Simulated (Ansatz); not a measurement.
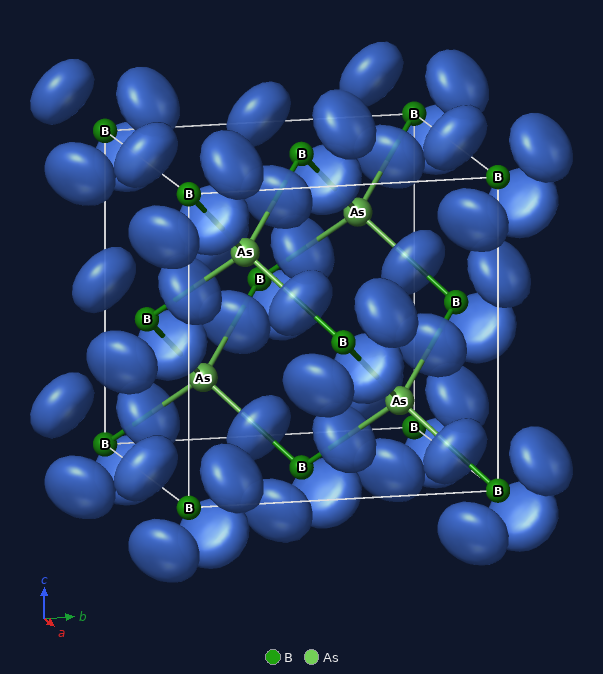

The picture shows: BAs. Isosurface of the electron localisation function at 0.75 (blue), seen slightly off an axis. Core shells and regions of very low density are left out. Sticks mark near contacts.

Space group F-43m; computed pressure about −4 GPa in this cell.

The calculation used DFT LDA, scalar-relativistic, plane waves, PAW (Ansatz 0.2.0).

Core electrons are frozen (PAW), and the valence fields are smoothed inside the atomic spheres.

```
B As
1.0
     4.77700    0.00000    0.00000
     0.00000    0.00000   -4.77700
     0.00000    4.77700    0.00000
B As
4 4
Cartesian
  2.3885 0.0000 -2.3885
  0.0000 2.3885 -2.3885
  0.0000 0.0000 0.0000
  2.3885 2.3885 0.0000
  3.5827 1.1943 -3.5827
  1.1943 3.5827 -3.5827
  1.1943 1.1943 -1.1943
  3.5827 3.5827 -1.1943
```

### Identify the bonds, lone pairs and shells in this picture.

The ELF exceeds this value in 16 regions between bonded As–B atoms (shared pairs), counted in one cell of 8 atoms. Any copies at cell faces, edges or corners count once. Along the contacts the grid gives the following. B–As (2.07 Å): the ELF peaks at about 0.90 between the atoms, as expected for localised, covalent bonding.

### Does the calculation give a band gap?

It is gapped, with a Kohn–Sham gap of 1.1 eV on the k-point mesh, an upper bound to the gap of this method.
